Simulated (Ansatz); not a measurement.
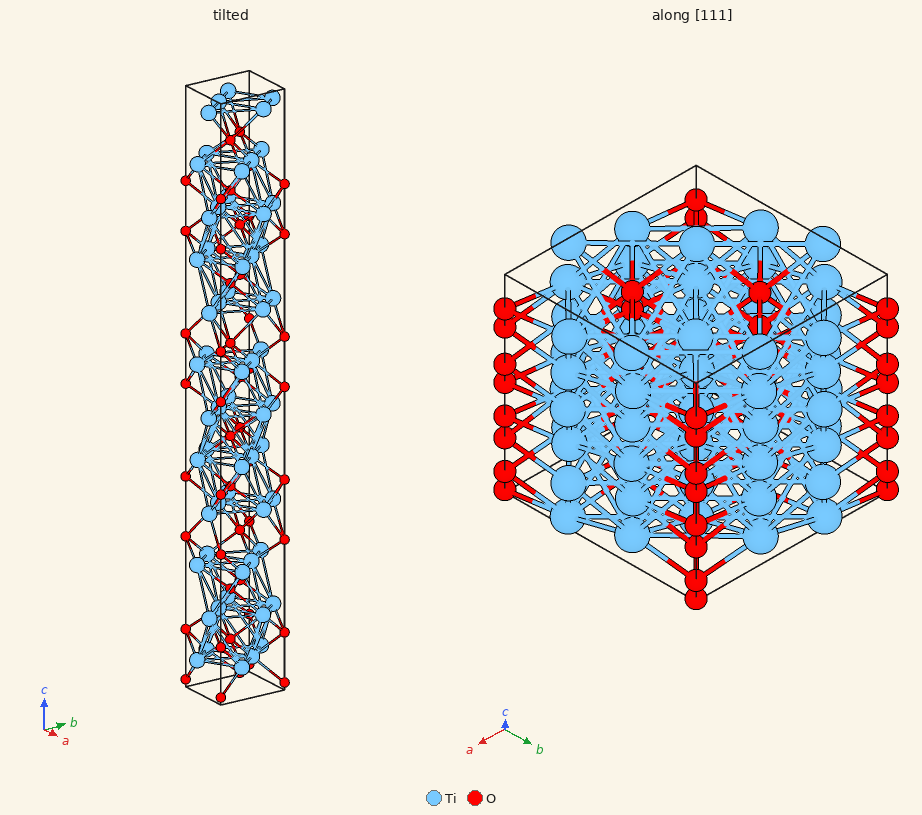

Shown here is a ball-and-stick view of the crystal, taken slightly off an axis and along [111]. The edges of the conventional unit cell are marked.

Summary of the structure:

- Its composition is Ti₃O₂.
- The atoms follow space group R3 (No. 146); the Bravais lattice is rhombohedral (trigonal R).
- In the cell are 36 Ti, 24 O, which makes 12 formula units.
- By contacts within bonding range, the coordination numbers are Ti 13 to 16 (mean 14.5) and O 6. Not all metal-metal contacts are counted.

Provenance: a structure listed in the Materials Project. The cell was then strained or its atoms displaced on purpose. It was set up as input for a calculation with Ansatz.
